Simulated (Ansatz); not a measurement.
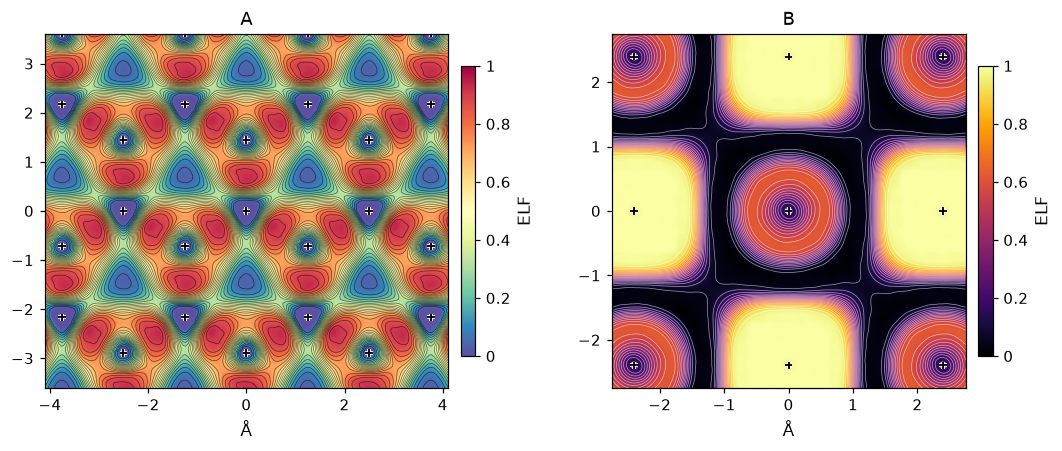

The ELF of 2 systems, each on a plane through atoms (crosses mark nuclei in the plane).

Method: DFT PBEsol, scalar-relativistic, plane waves, PAW in Ansatz.

System 1: BN, the (001) plane of the conventional cell. Space group R3m; a structure from a database of computed crystals, not necessarily the ambient phase.

```yaml
crystal:
  lattice:
    - [2.50419, 0.00000, 0.00000]
    - [-1.25210, 2.16870, 0.00000]
    - [0.00000, 0.00000, 10.44459]
  atoms:
    - { symbol: B, position: [0.66667, 0.33333, 0.33296] }
    - { symbol: B, position: [0.33333, 0.66667, 0.66629] }
    - { symbol: B, position: [0.00000, 0.00000, 0.99962] }
    - { symbol: N, position: [0.00000, 0.00000, 0.33281] }
    - { symbol: N, position: [0.66667, 0.33333, 0.66614] }
    - { symbol: N, position: [0.33333, 0.66667, 0.99948] }
```

System 2: NaH, the (100) plane of the conventional cell. Space group Fm-3m.

```
CELL_PARAMETERS angstrom
4.79138 0.00000 0.00000
0.00000 4.79138 0.00000
0.00000 0.00000 4.79138
ATOMIC_POSITIONS crystal
Na 0.00000 0.00000 0.00000
Na 0.50000 0.50000 0.00000
Na 0.50000 0.00000 0.50000
Na 0.00000 0.50000 0.50000
H 0.50000 0.00000 0.00000
H 0.00000 0.50000 0.00000
H 0.00000 0.00000 0.50000
H 0.50000 0.50000 0.50000
```

Match each panel to its system.

Answer. Panel A is system 1, BN: the plane holds B and N. B–N (1.45 Å): the ELF peaks at about 0.95 between the atoms, as expected for a polar covalent bond. Panel B is system 2, NaH: the plane holds Na and H. Na–H (2.40 Å): the ELF climbs to about 1 towards the hydrogen; a hydride-like H with a filled shell, bound largely ionically.
